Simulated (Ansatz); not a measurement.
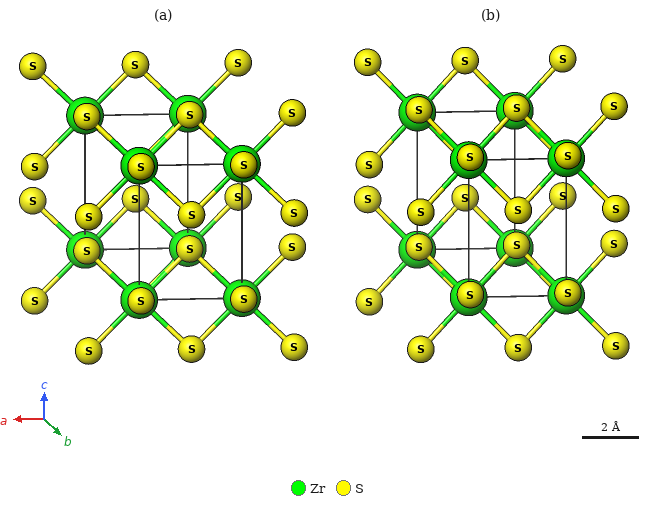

Left: solid ZrS2 (built on the database structure type). Right: the same structure after one change, at the same scale. Style: ball-and-stick. Shown: the cell of the calculation, from a free direction.

Theory: DFT, r2SCAN, plane waves, PAW in Ansatz 0.2.0. Settings: plane-wave cutoff 500 eV; k-point mesh 12 × 12 × 4; occupations fixed; no spin polarisation.

### What distinguishes the right structure from the left one?

The cell is strained by +2.2 % along c and −5.1 % across it (volume −8.0 %) and the S atoms are displaced by 0.05 Å relative to the cell. No relaxation follows.

### How do the computed properties respond?

Near-neighbour distances before and after: S–Zr 2.565 → 2.527 Å. The space group stays P-3m1 (No. 164). Energy change: +81.3 meV per atom. The pressure goes from 0.9 to 7.9 GPa. The principal stresses (compression positive) are 1.0 GPa along c and 11.3 GPa across it. The largest forces, 0.044 eV/Å, act on 2 S atoms of the calculation's cell.
